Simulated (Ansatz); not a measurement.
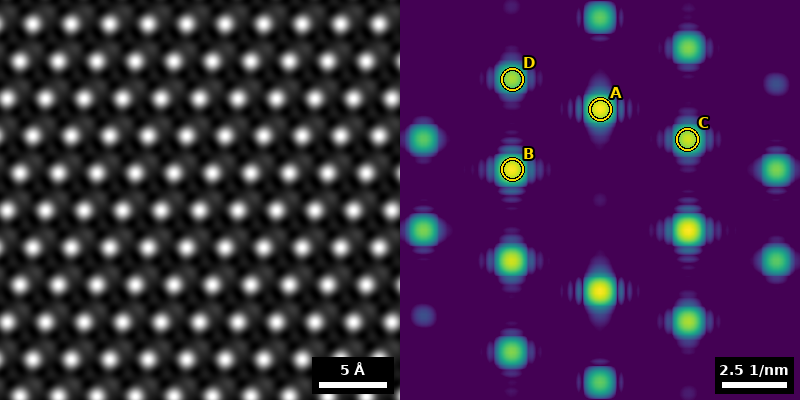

HRTEM-like image of a crystal. Simulated in the weak-phase-object approximation with neutral-atom potentials: 80 kV, Cs = −15 µm, defocus +95 Å (negative is underfocus), defocus spread 15 Å, aperture 0.83 1/Å.

The right panel is the modulus of the image's Fourier transform on a logarithmic scale.

Question: Which lattice spacings do the marked spots stand for, and what angle do A and B enclose?

Answer: A: 2.8 Å, B: 2.7 Å, C: 2.4 Å, D: 1.7 Å; A and B enclose about 71°.

The crystal is TaN (R3m, No. 160) along [100]; the spots are (003), (0 -1 1), (012) and (0 -1 4). Structure used: coordinates from a relaxation with DFT PBE, scalar-relativistic, plane waves, PAW (Ansatz 0.2.0); the starting structure was generated, so it need not be a known form of this composition.
